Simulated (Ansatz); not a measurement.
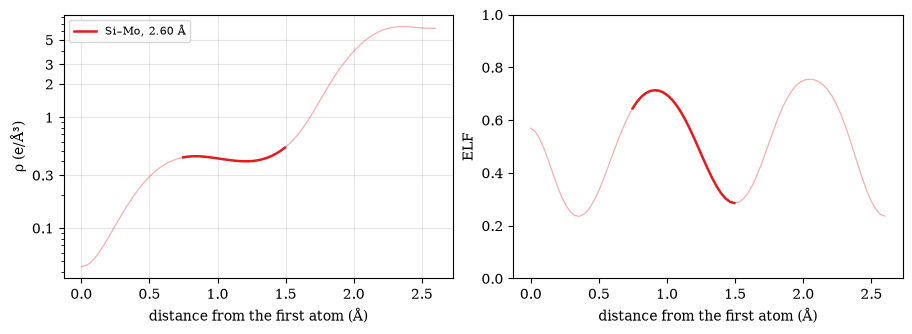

Figure. Si2Mo (slab). Valence charge density (pseudo) and ELF along straight lines between neighbouring atoms. Thin, pale parts lie inside the atomic spheres.

Not relaxed (largest force 1.0 eV/Å); computed without spin polarisation.

Computed with DFT PBEsol, scalar-relativistic, plane waves, PAW (Ansatz).

Core electrons are frozen (PAW), and the valence fields are smoothed inside the atomic spheres.

What can be read from the curves?

Answer. Si–Mo (2.60 Å): ρ is about 0.41 e/Å³ halfway; the ELF peaks at about 0.70 in the valence shell of Si, 0.9 Å from its nucleus, and is about 0.40 at the midpoint.
